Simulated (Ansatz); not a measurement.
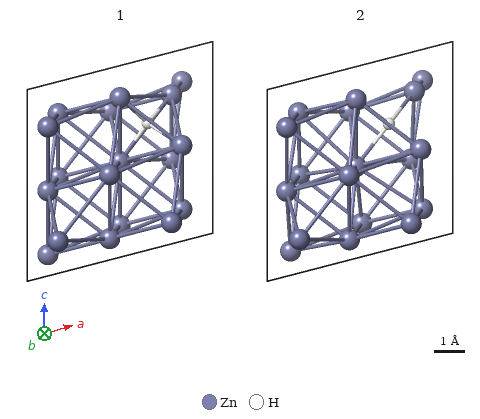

Two geometries of a defect cell of composition Zn18H, drawn at one scale. One is the start of a relaxation, the other its converged end. The picture is a ball-and-stick view of the cell of the calculation, reduced to other axes (origin shifted), seen along the b axis. Lengths and directions refer to the drawn axes.

These are results of Ansatz 0.2.0, DFT PBE, scalar-relativistic, plane waves, PAW, not measurements. Set-up: plane-wave cutoff 420 eV; k-point mesh 4 × 4 × 4; occupations gaussian; smearing width 0.1 eV; mesh shifted by (0.5, 0.5, 0.5); no spin polarisation; atoms relaxed in a fixed cell; force threshold 0.02 eV/Å; at most 60 steps.

Which of the two is the end point?

Structure 2 is the relaxed one. Case: H interstitial, charge +0, atoms relaxed. The energy falls by 0.396 eV per cell of the calculation in 4 geometry steps. The largest force component goes from 1.4 to 0.016 eV/Å. A Zn atom moves most: 0.25 Å roughly along [−1 0 −1]. Largest moves by element: Zn 0.25 Å, H 0.19 Å. The lattice vectors keep their values. Some distances before and after: Zn–Zn 2.974 → 3.418 Å, H–Zn 1.720 → 2.087 Å, H–Zn 1.623 → 1.846 Å, Zn–Zn 2.974 → 2.799 Å. Among the angles between lasting bonds that change: Zn–H–Zn 102.1° → 96.3°, Zn–H–Zn 98.8° → 96.3°, Zn–H–Zn 94.0° → 96.3°. The run took 5.4 min on 4 threads of Arm Neoverse V1 (shared host), peak memory 1.5 GiB.

Limits of the set-up: the periodic images lie only 6.8 Å apart, so the values are limited by the cell's size.
